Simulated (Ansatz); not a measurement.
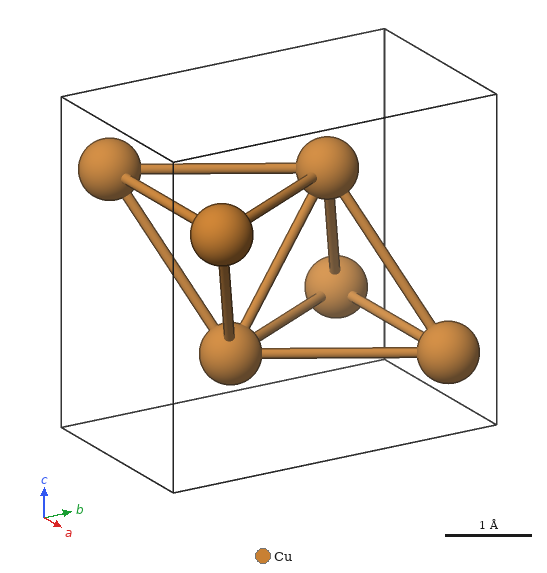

Structure drawing (ball-and-stick), viewed from a general direction. Thin lines show the conventional unit cell, with boundary atoms drawn in all their periodic places.

What structure is drawn here?

The element is copper. The atoms follow space group Cmcm (No. 63); the Bravais lattice is base-centred orthorhombic. The cell holds four atoms. About every Cu there are twelve Cu in an anticuboctahedral arrangement at about 2.4 to 2.6 Å. The bonds build a three-dimensional framework.

The structure was taken from a structure listed in the Materials Project. The cell was then strained or its atoms displaced on purpose. It was run through Ansatz as a DFT input.
